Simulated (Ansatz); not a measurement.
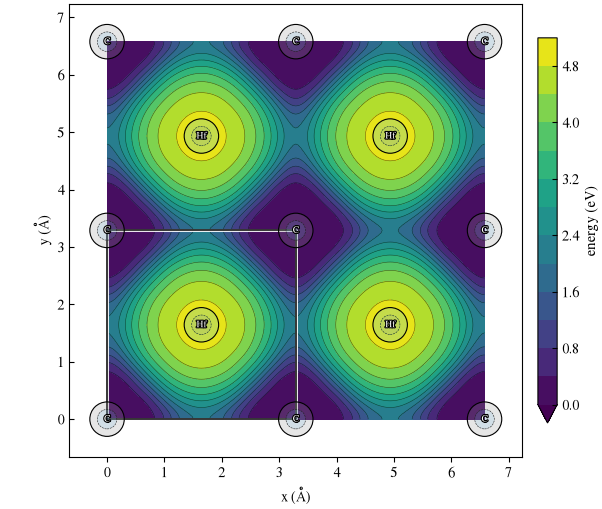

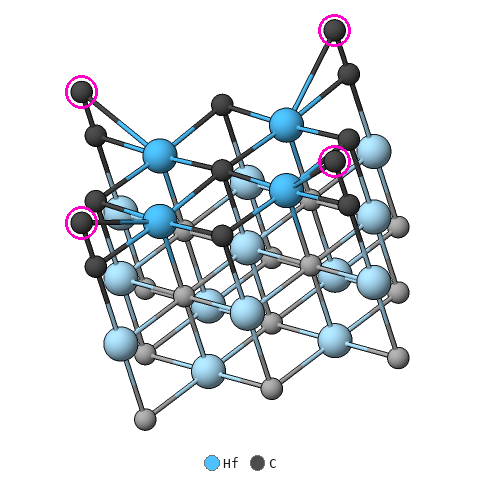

Energy landscape of C on a HfC(100) slab cut from the Fm-3m phase, its upper half relaxed before the scan (24 atoms of substrate and one adsorbate in a 2 × 2 cell). C is moved over the surface cell; relaxed at each place: the height of the adsorbate's atoms; substrate rigid; the origin of the map has the adsorbate above C21. Places are given modulo a cell vector. The map is drawn in real space over the plane of the surface. The grid has 8 × 8 points; 15 points were computed and 49 follow by symmetry. Places are given in fractions of the 1 × 1 surface cell. All energies are given in eV relative to the lowest grid point. These are results of Ansatz, DFT PBE, scalar-relativistic, plane waves, PAW, not measurements. Settings: cutoff 420 eV, k-mesh 4×4×1, gaussian smearing 0.1 eV, no spin polarisation.

The picture shows filled contours, labelled circles for the atoms of the top layer and small ones for the second layer, the outline of one cell of the 2 × 2 shown. Between grid points the surface is interpolated. The second picture is the structure at the lowest point; rings mark the moved atoms.

> Describe this landscape.

The lowest grid point is at the top site over a surface C atom, (0/8, 0/8) of the cell vectors. The highest grid point, the top site over a surface Hf atom, (4/8, 4/8) of the cell vectors, lies 4.97 eV above the lowest. At the lowest point the adsorbate has 1 C at 1.31 Å as nearest neighbours, at the highest 1 Hf at 2.16 Å. Its relaxed height above the top atom is 1.31 Å at the lowest and 2.07 Å at the highest point.

Time for the 15 points that were run: 44 min on 4 threads of Intel(R) Xeon(R) Platinum 8375C CPU @ 2.90GHz (Ice Lake), with other jobs on the host.
